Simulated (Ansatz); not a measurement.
The compound is HfO₂ (space group Fm-3m, No. 225), taken as a calculation's input that goes back to an entry of the Crystallography Open Database (an earlier step may have relaxed or displaced it).

```
Hf O
1.0
     5.05836    0.00000    0.00000
     0.00000    5.05836    0.00000
     0.00000    0.00000    5.05836
Hf O
4 8
Cartesian
  0.0000 0.0000 0.0000
  0.0000 2.5292 2.5292
  2.5292 0.0000 2.5292
  2.5292 2.5292 0.0000
  1.2646 3.7938 3.7938
  1.2646 1.2646 3.7938
  1.2646 1.2646 1.2646
  1.2646 3.7938 1.2646
  3.7938 3.7938 1.2646
  3.7938 1.2646 1.2646
  3.7938 1.2646 3.7938
  3.7938 3.7938 3.7938
```

Bonds are taken as Hf–O below 2.5 Å. The graph is simplified in the usual way: terminal and isolated atoms are pruned, two-connected atoms become edges.

What net does this leave?

The result is a binodal (4,8)-connected, three-periodic net: O is a 4-connected node; Hf is an 8-connected node, in the ratio 2:1. It is the flu net, known from fluorite. It is a single net, without interpenetration.

```csv
node,links,point symbol,coordination sequence
O,4,4⁶,4 22 24 82 64 182 124 322
Hf,8,4¹²·6¹²·8⁴,8 12 48 42 128 92 248 162
```

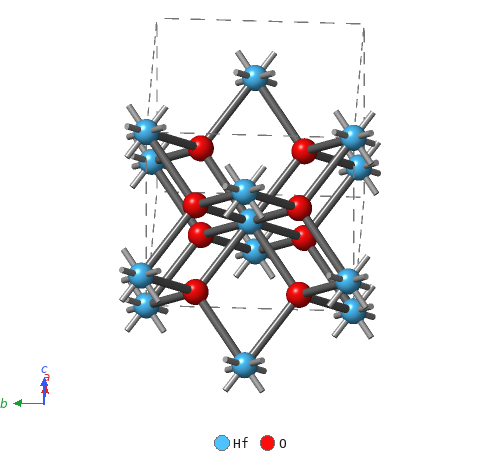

Nodes are coloured by element. Edges to nodes outside the piece are drawn as stubs.
